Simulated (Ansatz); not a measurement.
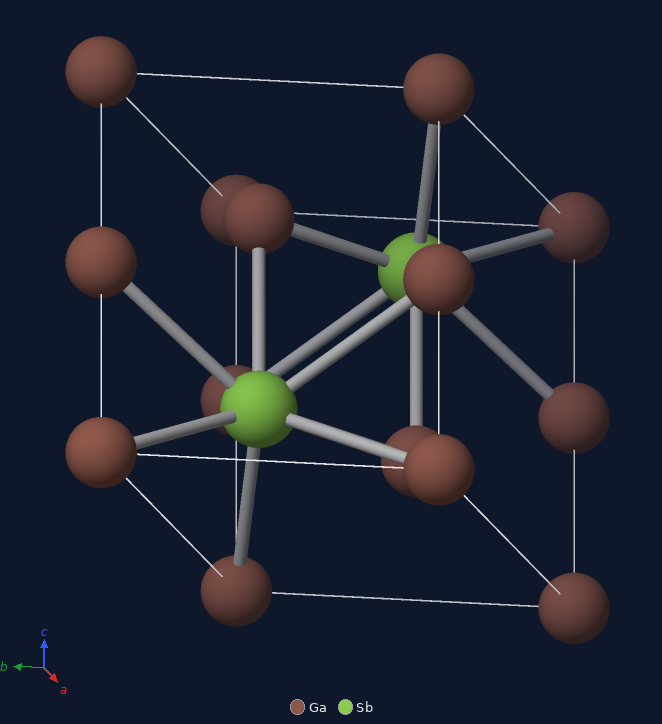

Ball-and-stick drawing of the structure, looking from a general direction. The wireframe shows the conventional unit cell.

Explain the picture.

Composition: Ga2Sb. The atoms follow space group P6_3/mmc (No. 194); the Bravais lattice is primitive hexagonal. Type of structure: Ni₂In type. The cell comprises 2 formula units: 4 Ga, 2 Sb. The numbers of neighbours within bonding distance are Ga 5 to 6 (mean 5.5) and Sb 11.

The model was built from a structure listed in the Materials Project, with elements exchanged, so it need not be a known form of the compound. The cell was then strained or its atoms displaced on purpose. A calculation with Ansatz used it as input.
